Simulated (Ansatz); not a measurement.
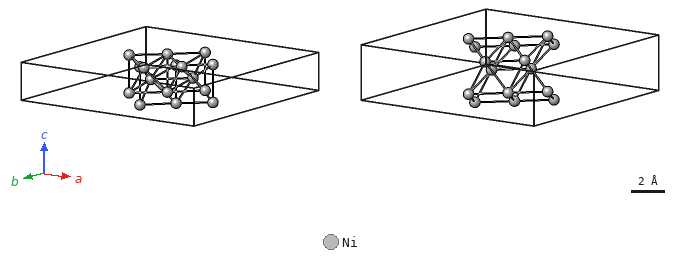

Two geometries of a wire of composition Ni, drawn at one scale. One is the start of a relaxation, the other its converged end. A ball-and-stick model of the cell of the calculation, with the vacuum cut short, seen from a free direction.

All numbers below come from DFT PBE, scalar-relativistic, plane waves, PAW (Ansatz). Settings: plane-wave cutoff 420 eV; k-point mesh 1 × 1 × 15; occupations gaussian; smearing width 0.05 eV; collinear spin; cell relaxed at fixed a, b, alpha, beta, gamma; force threshold 0.02 eV/Å; at most 45 steps.

Question: Which of the two is the end point?

Answer: The left one is the relaxed one. Case: wire along [0 0 1], 10 atoms a period. The largest moves relative to the layer's centre, 0.81 Å, are those of Ni atoms. Along the periodic axis the drawn cell goes c 3.518 → 2.409 Å (−31.5 %). Near-neighbour distances that change, for instance: Ni–Ni 2.488 → 3.641 Å, Ni–Ni 3.518 → 2.409 Å, Ni–Ni 2.488 → 3.506 Å, Ni–Ni 2.488 → 3.392 Å. Bonds break, among them: Ni–Ni (2.49 → 3.39 Å), Ni–Ni (2.49 → 3.50 Å), Ni–Ni (2.49 → 3.51 Å), Ni–Ni (2.49 → 3.64 Å). Bond angles that change, for instance: Ni–Ni–Ni 60.0° → 93.3°, Ni–Ni–Ni 90.0° → 58.6°, Ni–Ni–Ni 120.0° → 88.7°. The energy falls by 3.054 eV per cell of the calculation in 12 accepted moves (15 points after the start). The largest force component goes from 1.3 to 0.0064 eV/Å. The line search rejected the trial steps at points 11, 13 of the run. The SCF was repeated once at an unchanged geometry on a basis and grid sized afresh for the cell, which shifted the energy by 15.5 meV per cell of the calculation at most.
